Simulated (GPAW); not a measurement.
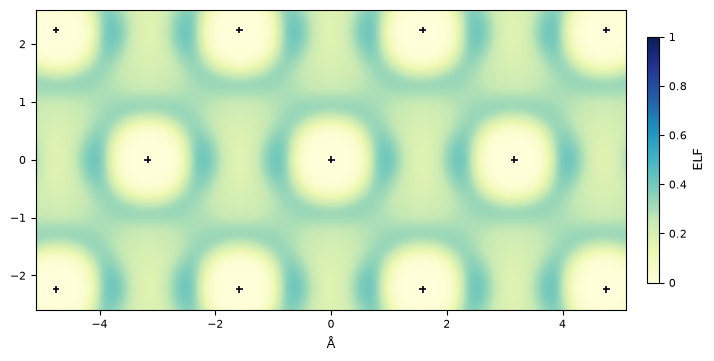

The ELF on a plane through atoms (crosses mark nuclei in the plane).

The calculation used GPAW 26.7.0, Kohn-Sham DFT of a periodic cell, PBE, GPAW PAW data sets (gpaw-data 1.2.1).

Candidates:
A. Pt, a = 3.17 Å, b = 3.17 Å, c = 3.17 Å, α = 90.00°, β = 90.00°, γ = 90.00°. Space group Im-3m; a structure from a database of computed crystals, not necessarily the ambient phase.
B. Au, a = 4.07 Å, b = 4.07 Å, c = 4.07 Å, α = 90.00°, β = 90.00°, γ = 90.00°. Space group Fm-3m; computed pressure about 13 GPa in this cell.
C. C, a = 2.52 Å, b = 2.52 Å, c = 4.12 Å, α = 90.00°, β = 90.00°, γ = 120.00°. Space group P6₃/mmc; computed pressure about 3 GPa in this cell.

Question: Which candidate gave the map?

Answer: Candidate A: Pt on the (011̄) plane of the conventional cell, which holds Pt. Pt–Pt (2.74 Å): the ELF is about 0.30 at the midpoint; no localised pair shows between them.
